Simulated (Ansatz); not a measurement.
## Ni$_{2}$Si: geometry relaxation (part 1 of 3)

- system: Ni$_{2}$Si (slab, 24 atoms in the cell)
- method: DFT PBEsol, scalar-relativistic, plane waves, PAW, no spin polarisation (Ansatz 0.2.0)

The structure derives from an entry of the Crystallography Open Database. It belongs to a series of runs on one base structure; here: (1 0 0) slab, atoms relaxed.

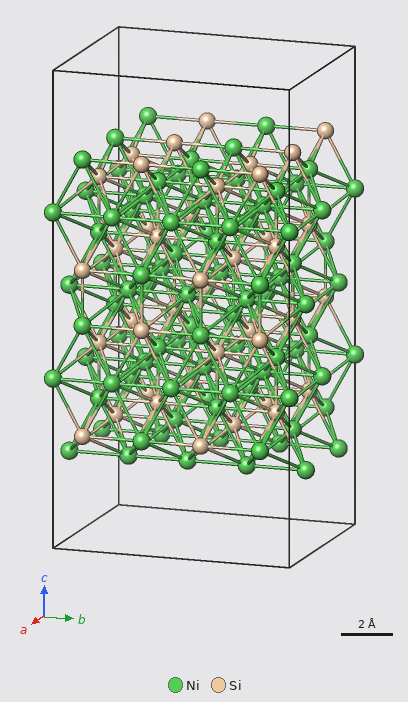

**Figure 1.** The input geometry (ball-and-stick view of the 2 × 2 repeat of the cell, with the vacuum cut short, seen slightly off an axis). An atom can appear more than once, as a periodic image.

## The input
```yaml
crystal:
  lattice:
    - [3.8684636528, 0.0, 0.0]
    - [0.0, 4.9169852583, 0.0]
    - [0.0, 0.0, 27.2840219222]
  atoms:
    - { symbol: Ni, position: [0.5, 0.0, 0.2748861594] }
    - { symbol: Ni, position: [0.5, 0.5, 0.2748861594] }
    - { symbol: Si, position: [0.0, 0.25, 0.3158159486] }
    - { symbol: Ni, position: [0.0, 0.75, 0.3158159486] }
    - { symbol: Si, position: [0.5, 0.75, 0.3567457378] }
    - { symbol: Ni, position: [0.5, 0.25, 0.3567457378] }
    - { symbol: Ni, position: [0.0, 0.0, 0.397675527] }
    - { symbol: Ni, position: [0.0, 0.5, 0.397675527] }
    - { symbol: Si, position: [0.5, 0.25, 0.4386053162] }
    - { symbol: Ni, position: [0.5, 0.75, 0.4386053162] }
    - { symbol: Si, position: [0.0, 0.75, 0.4795351054] }
    - { symbol: Ni, position: [0.0, 0.25, 0.4795351054] }
    - { symbol: Ni, position: [0.5, 0.0, 0.5204648946] }
    - { symbol: Ni, position: [0.5, 0.5, 0.5204648946] }
    - { symbol: Si, position: [0.0, 0.25, 0.5613946838] }
    - { symbol: Ni, position: [0.0, 0.75, 0.5613946838] }
    - { symbol: Si, position: [0.5, 0.75, 0.602324473] }
    - { symbol: Ni, position: [0.5, 0.25, 0.602324473] }
    - { symbol: Ni, position: [0.0, 0.0, 0.6432542622] }
    - { symbol: Ni, position: [0.0, 0.5, 0.6432542622] }
    - { symbol: Si, position: [0.5, 0.25, 0.6841840514] }
    - { symbol: Ni, position: [0.5, 0.75, 0.6841840514] }
    - { symbol: Si, position: [0.0, 0.75, 0.7251138406] }
    - { symbol: Ni, position: [0.0, 0.25, 0.7251138406] }
basis:
  ecutwfc: 420
kpoints:
  mp_grid: { grid: [9, 7, 1] }
hamiltonian:
  xc: pbesol
scf:
  occupations: { method: gaussian, width: 0.1 }
output:
  forces: true
  eigenvalues: true
  write_density: true
  write_potential: true
  elf: true
  volumetric_format: npy
relax:
  adjacent_minimum: "off"
  f_tol: 0.02
  max_steps: 60
efield:
  axis: 3
  dipole_correction: true
  ramp_width: 0.04
```

Hardware: 4 threads of Intel Xeon (Granite Rapids), 32 GiB of memory available, shared host.

Launched with:
```bash
ansatz run input.yaml --threads 4 --pin off --max-ram 10240MiB --backend cpu --events-out ev --progress --plain --runs-dir out
```

## What the program printed
```
Engine: ansatz 0.2.0, x86_64-unknown-linux-gnu
Pseudopotentials: kind: paw
Pseudopotential: Ni, paw, valence charge 18, recommended cutoff 420 eV (normal), Ni.paw.azcp
Pseudopotential: Si, paw, valence charge 4, recommended cutoff 420 eV (normal), Si.paw.azcp
Functional definition: PBEsol
  exchange = pbesol_x
  correlation = pbesol_c
Crystal: 24 atoms, lattice volume = 518.974 Å³
Basis set: ecut = 420 eV, 10219 PW (Γ), exchange–correlation on 54×72×384 points (8 copies of the dense FFT grid, shifted against one another)
Bands: 192, of which v1, the nominal top of the filled ones, is band 160 counted from 1 (159 counted from 0)
Symmetry: 4 space group operations
Space group: Pmm2 (ITA 25), of the structure as read, at distance tolerance 8.0e-5 Å
k-points: 20 of 63
Non-local potential: Ni, projectors of the file, l = 0: 3, l = 1: 2, l = 2: 3, l = 3: 1
Non-local potential: Si, projectors of the file, l = 0: 2, l = 1: 2, l = 2: 2
PAW form: soft (Blöchl's): semilocal exchange-correlation on the pseudo side does not see the compensation charge
PAW frozen core: Ni, regenerated for the run's functional, and the local potential with it (the file was generated under x = pbe(κ = 0.804, μ = 0.2195149727645171), c = pbe(β = 0.06672455060314922))
PAW frozen core: Si, regenerated for the run's functional, and the local potential with it (the file was generated under x = pbe(κ = 0.804, μ = 0.2195149727645171), c = pbe(β = 0.06672455060314922))
PAW one-centre angular grid: Ni, 590 points (default); XC on 64 Gauss nodes
PAW one-centre angular grid: Si, 110 points (default); XC on 64 Gauss nodes
Initial density: superposition of atomic densities (neutral atoms: chi_scale 0, normalization atom), corrected by the library's trained network
Initial wavefunctions: pseudopotential atomic-orbital guess
Functional: x = pbesol(κ = 0.804, μ = 0.12345679012345678), c = pbesol(β = 0.046)
SCF iter   1: F=—  HF=-97858.941390 eV  |F-HF|=—  |Δ(HF+E_count)|=         —  Δρ=1.51e-2  dr2=1.15e0  ethr=1.77e-3  p=0.031 e·Å  D=1.07e-2 V/Å  ΔV_dip=-0.29 eV  dr2_dipole=4.65e-1  V_vac-E_F(+/−)=4.53/4.82 eV  ⟨swp⟩=8.6  Hψ=18492  notcnv=0  defer=139
efield: sawtooth ramp at fractional position 0.9800 (placed from the atoms, in the widest stretch of the axis that holds none; the zero of the levels goes with the place), width 0.0400; the density the first Hamiltonian is built on has a dipole p = 0.031 e·Å; the dipole correction subtracts the counter field D = 1.07e-2 V/Å, which shifts the + side's vacuum level by -0.29 eV against the − side's; the planar-averaged density in the ramp window peaks in size at 1.5e-5 e/Å³
preconditioner: auto → LDOS  [metal: Δε(μ)=0.011 eV  Ē_g=6.664 eV  σ=0.100 eV  W_gap=0.06  n_scr=144 (ndim 8)  ℏωp=22.6 eV  f_vac=0.457  D(μ)=15.30/eV (n_scr^D=120)  β→1.0]
SCF iter   2: F=—  HF=-97859.174053 eV  |F-HF|=—  |Δ(HF+E_count)|=   2.33e-1  Δρ=2.66e-2  dr2=2.04e0  ethr=3.58e-4  p=0.002 e·Å  D=5.44e-4 V/Å  ΔV_dip=-0.01 eV  dr2_dipole=3.23e-3  V_vac-E_F(+/−)=4.82/4.84 eV  ⟨swp⟩=2.5  Hψ=7737  notcnv=0  defer=437
SCF iter   3: F=—  HF=-97858.879304 eV  |F-HF|=—  |Δ(HF+E_count)|=   2.95e-1  Δρ=9.26e-3  dr2=2.64e-1  ethr=3.58e-4  p=0.001 e·Å  D=4.74e-4 V/Å  ΔV_dip=-0.01 eV  dr2_dipole=1.22e-2  V_vac-E_F(+/−)=4.77/4.78 eV  ⟨swp⟩=2.0  Hψ=5218  notcnv=0  defer=437
SCF iter   4: F=—  HF=-97858.828630 eV  |F-HF|=—  |Δ(HF+E_count)|=   5.07e-2  Δρ=2.22e-3  dr2=1.87e-2  ethr=8.24e-5  p=-0.001 e·Å  D=-4.04e-4 V/Å  ΔV_dip=0.01 eV  dr2_dipole=3.75e-5  V_vac-E_F(+/−)=4.78/4.77 eV  ⟨swp⟩=2.5  Hψ=6544  notcnv=0  defer=437
SCF iter   5: F=—  HF=-97858.827036 eV  |F-HF|=—  |Δ(HF+E_count)|=   1.59e-3  Δρ=7.89e-4  dr2=2.89e-3  ethr=5.86e-6  p=-0.004 e·Å  D=-1.47e-3 V/Å  ΔV_dip=0.04 eV  dr2_dipole=1.12e-4  V_vac-E_F(+/−)=4.79/4.75 eV  ⟨swp⟩=2.1  Hψ=6352  notcnv=0  defer=436
SCF iter   6: F=—  HF=-97858.827008 eV  |F-HF|=—  |Δ(HF+E_count)|=   2.79e-5  Δρ=4.47e-4  dr2=7.18e-4  ethr=9.03e-7  p=-0.004 e·Å  D=-1.52e-3 V/Å  ΔV_dip=0.04 eV  dr2_dipole=5.02e-6  V_vac-E_F(+/−)=4.80/4.76 eV  ⟨swp⟩=2.3  Hψ=6912  notcnv=0  defer=436
SCF iter   7: F=—  HF=-97858.826974 eV  |F-HF|=—  |Δ(HF+E_count)|=   3.41e-5  Δρ=2.18e-4  dr2=1.42e-4  ethr=2.24e-7  p=-0.005 e·Å  D=-1.62e-3 V/Å  ΔV_dip=0.04 eV  dr2_dipole=4.42e-6  V_vac-E_F(+/−)=4.80/4.76 eV  ⟨swp⟩=2.2  Hψ=5094  notcnv=0  defer=436
SCF iter   8: F=—  HF=-97858.826985 eV  |F-HF|=—  |Δ(HF+E_count)|=   1.06e-5  Δρ=5.72e-5  dr2=1.03e-5  ethr=4.44e-8  p=-0.005 e·Å  D=-1.63e-3 V/Å  ΔV_dip=0.04 eV  dr2_dipole=3.73e-7  V_vac-E_F(+/−)=4.80/4.76 eV  ⟨swp⟩=2.0  Hψ=5056  notcnv=0  defer=436
SCF iter   9: F=-97858.826998 eV  HF=-97858.826996 eV  |F-HF|=2.02e-6  |Δ(HF+E_count)|=   1.18e-5  Δρ=2.24e-5  dr2=1.93e-6  ethr=3.12e-9  p=-0.005 e·Å  D=-1.66e-3 V/Å  ΔV_dip=0.05 eV  dr2_dipole=1.59e-8  V_vac-E_F(+/−)=4.80/4.76 eV  ⟨swp⟩=24.2  Hψ=47000  notcnv=0
SCF 1 converged in 9 iterations: F = -97858.826998 eV  dr2 = 1.93e-6
  greatest PAW one-centre occupation: 1.001 electrons in one spin orbital (limit 2), on the Ni atom at site 1 (counted from 0), in its partial waves of l = 1
relax step   1: F+E_penalty+E_count = -97858.82699833 eV  Δ(F+E_penalty+E_count) = +0.000e0 eV  max|allowed force component| = 1.749e0 eV/Å  Δτ_max = 0.0000 Å  (9 SCF iters, dr2 threshold 1.00e-5 eV, accepted)
Initial density: handed on by an earlier stage of this run
Initial wavefunctions: those handed on with the density
iter 1 solved again at ethr=1.64e-4 eV; its pass at ethr=3.10e-3 eV (dr2=5.24e-1 eV) is discarded
SCF iter   1: F=—  HF=-97859.260511 eV  |F-HF|=—  |Δ(HF+E_count)|=         —  Δρ=8.87e-3  dr2=5.40e-1  ethr=1.64e-4  p=-0.005 e·Å  D=-1.66e-3 V/Å  ΔV_dip=0.05 eV  dr2_dipole=2.95e-3  V_vac-E_F(+/−)=4.80/4.76 eV  ⟨swp⟩=1.9  Hψ=13602  notcnv=0  defer=430
efield: sawtooth ramp at fractional position 0.9800 (handed on by an earlier solve), width 0.0400; the density the first Hamiltonian is built on has a dipole p = -0.005 e·Å; the dipole correction subtracts the counter field D = -1.66e-3 V/Å, which shifts the + side's vacuum level by +0.05 eV against the − side's; the planar-averaged density in the ramp window peaks in size at 9.7e-6 e/Å³
preconditioner: auto → LDOS  [metal: Δε(μ)=0.010 eV  Ē_g=6.735 eV  σ=0.100 eV  W_gap=0.06  n_scr=144 (ndim 8)  ℏωp=22.6 eV  f_vac=0.460  D(μ)=15.31/eV (n_scr^D=120)  β→1.0]
SCF iter   2: F=—  HF=-97859.260332 eV  |F-HF|=—  |Δ(HF+E_count)|=   1.79e-4  Δρ=6.83e-3  dr2=3.33e-1  ethr=1.64e-4  p=-0.008 e·Å  D=-2.65e-3 V/Å  ΔV_dip=0.07 eV  dr2_dipole=4.39e-2  V_vac-E_F(+/−)=4.77/4.70 eV  ⟨swp⟩=2.5  Hψ=5838  notcnv=0  defer=430
SCF iter   3: F=—  HF=-97859.206322 eV  |F-HF|=—  |Δ(HF+E_count)|=   5.40e-2  Δρ=4.44e-3  dr2=1.24e-1  ethr=1.04e-4  p=-0.005 e·Å  D=-1.76e-3 V/Å  ΔV_dip=0.05 eV  dr2_dipole=2.61e-2  V_vac-E_F(+/−)=4.78/4.73 eV  ⟨swp⟩=2.3  Hψ=6030  notcnv=0  defer=434
SCF iter   4: F=—  HF=-97859.201810 eV  |F-HF|=—  |Δ(HF+E_count)|=   4.51e-3  Δρ=1.82e-3  dr2=3.15e-2  ethr=3.88e-5  p=-0.001 e·Å  D=-3.97e-4 V/Å  ΔV_dip=0.01 eV  dr2_dipole=8.35e-3  V_vac-E_F(+/−)=4.79/4.78 eV  ⟨swp⟩=2.0  Hψ=5010  notcnv=0  defer=435
SCF iter   5: F=—  HF=-97859.202937 eV  |F-HF|=—  |Δ(HF+E_count)|=   1.13e-3  Δρ=7.90e-4  dr2=2.40e-3  ethr=9.83e-6  p=0.002 e·Å  D=5.52e-4 V/Å  ΔV_dip=-0.02 eV  dr2_dipole=7.37e-5  V_vac-E_F(+/−)=4.79/4.81 eV  ⟨swp⟩=1.8  Hψ=4773  notcnv=0  defer=436
SCF iter   6: F=—  HF=-97859.202974 eV  |F-HF|=—  |Δ(HF+E_count)|=   3.71e-5  Δρ=1.46e-4  dr2=9.92e-5  ethr=3.13e-8  p=0.003 e·Å  D=1.05e-3 V/Å  ΔV_dip=-0.03 eV  dr2_dipole=6.93e-6  V_vac-E_F(+/−)=4.79/4.82 eV  ⟨swp⟩=22.8  Hψ=51345  notcnv=0
SCF iter   7: F=—  HF=-97859.203161 eV  |F-HF|=—  |Δ(HF+E_count)|=   1.88e-4  Δρ=9.21e-5  dr2=4.10e-5  ethr=3.10e-8  p=0.003 e·Å  D=1.15e-3 V/Å  ΔV_dip=-0.03 eV  dr2_dipole=6.00e-6  V_vac-E_F(+/−)=4.79/4.82 eV  ⟨swp⟩=18.7  Hψ=44077  notcnv=0
SCF iter   8: F=-97859.203187 eV  HF=-97859.203188 eV  |F-HF|=7.59e-7  |Δ(HF+E_count)|=   2.62e-5  Δρ=3.20e-5  dr2=5.22e-6  ethr=1.28e-8  p=0.004 e·Å  D=1.22e-3 V/Å  ΔV_dip=-0.03 eV  dr2_dipole=1.60e-6  V_vac-E_F(+/−)=4.79/4.83 eV  ⟨swp⟩=17.3  Hψ=41152  notcnv=0
SCF 2 converged in 8 iterations: F = -97859.203187 eV  dr2 = 5.22e-6
[... from here on the iterations of each SCF are left out, up to the last one ...]
relax step   2: F+E_penalty+E_count = -97859.20318683 eV  Δ(F+E_penalty+E_count) = -3.762e-1 eV  max|allowed force component| = 1.312e0 eV/Å  Δτ_max = 0.1058 Å  (8 SCF iters, dr2 threshold 1.00e-4 eV, accepted)
efield: sawtooth ramp at fractional position 0.9800 (handed on by an earlier solve), width 0.0400; the density the first Hamiltonian is built on has a dipole p = 0.004 e·Å; the dipole correction subtracts the counter field D = 1.23e-3 V/Å, which shifts the + side's vacuum level by -0.03 eV against the − side's; the planar-averaged density in the ramp window peaks in size at 9.6e-6 e/Å³
preconditioner: auto → LDOS  [metal: Δε(μ)=0.016 eV  Ē_g=6.787 eV  σ=0.100 eV  W_gap=0.09  n_scr=144 (ndim 8)  ℏωp=22.6 eV  f_vac=0.463  D(μ)=14.14/eV (n_scr^D=102)  β→1.0]
SCF 3 converged in 8 iterations: F = -97859.530618 eV  dr2 = 2.69e-5
relax step   3: F+E_penalty+E_count = -97859.53061756 eV  Δ(F+E_penalty+E_count) = -3.274e-1 eV  max|allowed force component| = 5.209e-1 eV/Å  Δτ_max = 0.1761 Å  (8 SCF iters, dr2 threshold 1.00e-4 eV, accepted)
efield: sawtooth ramp at fractional position 0.9800 (handed on by an earlier solve), width 0.0400; the density the first Hamiltonian is built on has a dipole p = 0.022 e·Å; the dipole correction subtracts the counter field D = 7.76e-3 V/Å, which shifts the + side's vacuum level by -0.21 eV against the − side's; the planar-averaged density in the ramp window peaks in size at 4.9e-6 e/Å³
preconditioner: auto → LDOS  [metal: Δε(μ)=0.017 eV  Ē_g=6.773 eV  σ=0.100 eV  W_gap=0.10  n_scr=144 (ndim 8)  ℏωp=22.6 eV  f_vac=0.461  D(μ)=14.14/eV (n_scr^D=102)  β→1.0]
SCF 4 converged in 7 iterations: F = -97859.550463 eV  dr2 = 9.77e-6
relax step   4: F+E_penalty+E_count = -97859.55046346 eV  Δ(F+E_penalty+E_count) = -1.985e-2 eV  max|allowed force component| = 8.603e-2 eV/Å  Δτ_max = 0.0653 Å  (7 SCF iters, dr2 threshold 4.28e-5 eV, accepted)
efield: sawtooth ramp at fractional position 0.9800 (handed on by an earlier solve), width 0.0400; the density the first Hamiltonian is built on has a dipole p = 0.025 e·Å; the dipole correction subtracts the counter field D = 8.60e-3 V/Å, which shifts the + side's vacuum level by -0.23 eV against the − side's; the planar-averaged density in the ramp window peaks in size at 4.2e-6 e/Å³
preconditioner: auto → LDOS  [metal: Δε(μ)=0.010 eV  Ē_g=6.774 eV  σ=0.100 eV  W_gap=0.06  n_scr=144 (ndim 8)  ℏωp=22.6 eV  f_vac=0.461  D(μ)=14.24/eV (n_scr^D=102)  β→1.0]
SCF 5 converged in 7 iterations: F = -97859.551337 eV  dr2 = 2.09e-7
relax step   5: F+E_penalty+E_count = -97859.55133736 eV  Δ(F+E_penalty+E_count) = -8.739e-4 eV  max|allowed force component| = 1.956e-2 eV/Å  Δτ_max = 0.0109 Å  (7 SCF iters, dr2 threshold 4.63e-7 eV, accepted)
iter 1 solved again at ethr=6.95e-11 eV; its pass at ethr=3.10e-3 eV (dr2=2.22e-7 eV) is discarded
SCF iter   1: F=—  HF=-97859.551336 eV  |F-HF|=—  |Δ(HF+E_count)|=         —  Δρ=4.73e-6  dr2=2.24e-7  ethr=6.95e-11  p=0.025 e·Å  D=8.83e-3 V/Å  ΔV_dip=-0.24 eV  dr2_dipole=9.79e-9  V_vac-E_F(+/−)=4.75/4.99 eV  ⟨swp⟩=1.0  Hψ=9000  notcnv=0
efield: sawtooth ramp at fractional position 0.9800 (handed on by an earlier solve), width 0.0400; the density the first Hamiltonian is built on has a dipole p = 0.025 e·Å; the dipole correction subtracts the counter field D = 8.83e-3 V/Å, which shifts the + side's vacuum level by -0.24 eV against the − side's; the planar-averaged density in the ramp window peaks in size at 4.0e-6 e/Å³
SCF iter   2: F=-97859.551337 eV  HF=-97859.551337 eV  |F-HF|=7.87e-9  |Δ(HF+E_count)|=   1.66e-6  Δρ=4.38e-6  dr2=7.87e-8  ethr=3.13e-11  p=0.025 e·Å  D=8.83e-3 V/Å  ΔV_dip=-0.24 eV  dr2_dipole=1.40e-8  V_vac-E_F(+/−)=4.75/4.99 eV  ⟨swp⟩=13.2  Hψ=33067  notcnv=0
SCF 6 converged in 2 iterations: F = -97859.551337 eV  dr2 = 7.87e-8
relax step   6: F+E_penalty+E_count = -97859.55133748 eV  Δ(F+E_penalty+E_count) = -1.197e-7 eV  max|allowed force component| = 1.948e-2 eV/Å  Δτ_max = 0.0000 Å  (2 SCF iters, accepted)
```

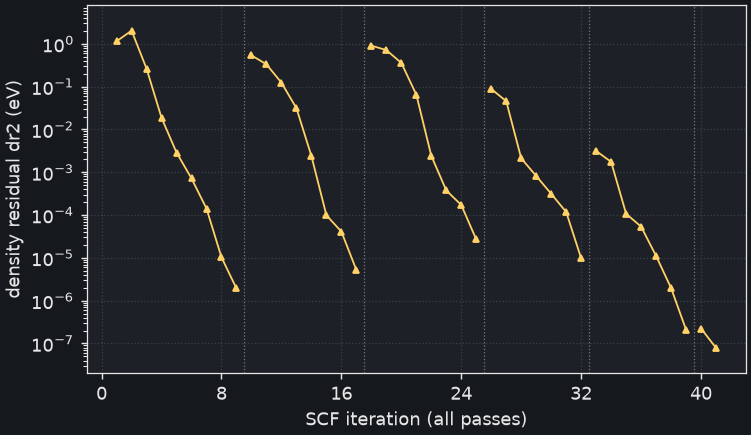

**Figure 2.** Convergence of the self-consistent field: density residual dr2 against the SCF iteration. The dotted lines part the SCF passes of the relaxation: geometry steps, rejected trials and re-solves on a re-selected basis. The 6 passes take 2 to 9 iterations each, 41 in all.

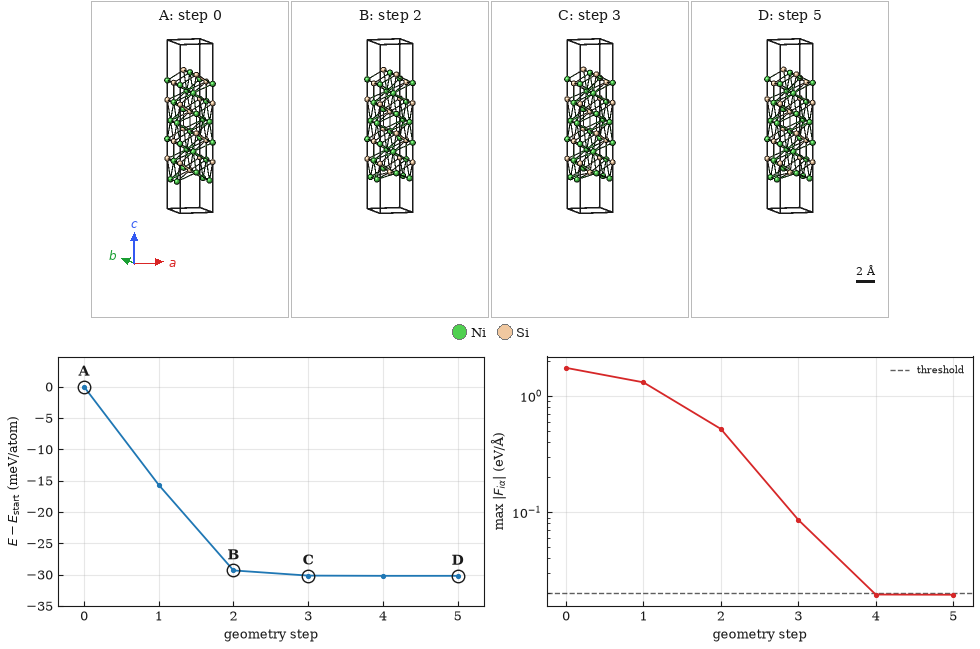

**Figure 3.** Frames of the relaxation (ball-and-stick view of the cell of the calculation, with the vacuum cut short (origin shifted), seen slightly off an axis) above the curves, on which the letters mark them (the first geometry is step 0 here and step 1 in the log).
